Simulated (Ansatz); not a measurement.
```
Mo S
1.0
     5.47464    0.00000    0.00000
     0.00000    5.47464    0.00000
     0.00000    0.00000    5.47464
Mo S
4 4
Cartesian
  0.0000 0.0000 0.0000
  2.7373 2.7373 0.0000
  2.7373 0.0000 2.7373
  0.0000 2.7373 2.7373
  2.7373 0.0000 0.0000
  0.0000 2.7373 0.0000
  0.0000 0.0000 2.7373
  2.7373 2.7373 2.7373
```

Space group Fm-3m; started from the rock salt prototype, which need not be the ambient phase; Hubbard U of 4.38 eV on Mo d only; spin-polarised.

Theory: DFT PBE+U, scalar-relativistic, plane waves, PAW (Ansatz).

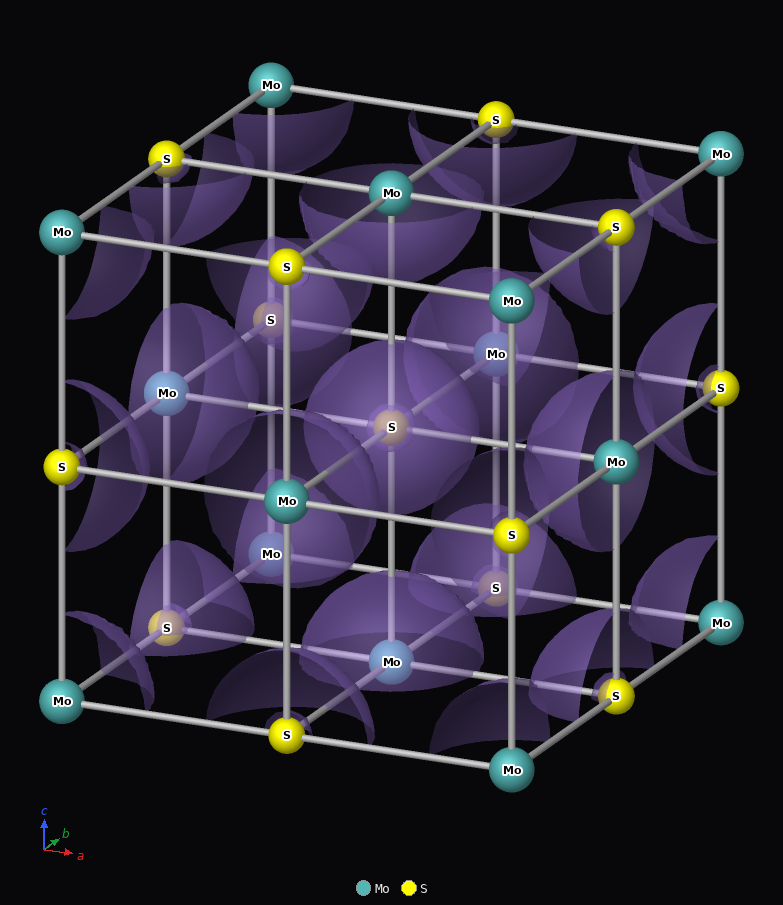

MoS. Isosurface of the valence charge density (pseudo) at 0.6 e/Å³ (purple), seen at an oblique angle. Sticks mark near contacts.

Core electrons are frozen (PAW), and the valence fields are smoothed inside the atomic spheres.

Q: How is the density connected at this value?

A: At this value the density breaks into separate islands; it holds about 65 % of the electrons treated as valence (semicore included). It bridges none of the near contacts. It is pinched off along the sampled Mo–S (2.74 Å) contacts. On the grid the lowest density along these lines, outside the cores, is 0.3 e/Å³ (Mo–S, 2.74 Å).

Q: How are the moments arranged in this solution?

A: Parallel moments, as they must be, since the calculation's own cell holds one magnetic site; site moments Mo: +3.2 μB (×4) in one cell of 8 atoms, with smaller moments on other sites: S (up to −0.12 μB).
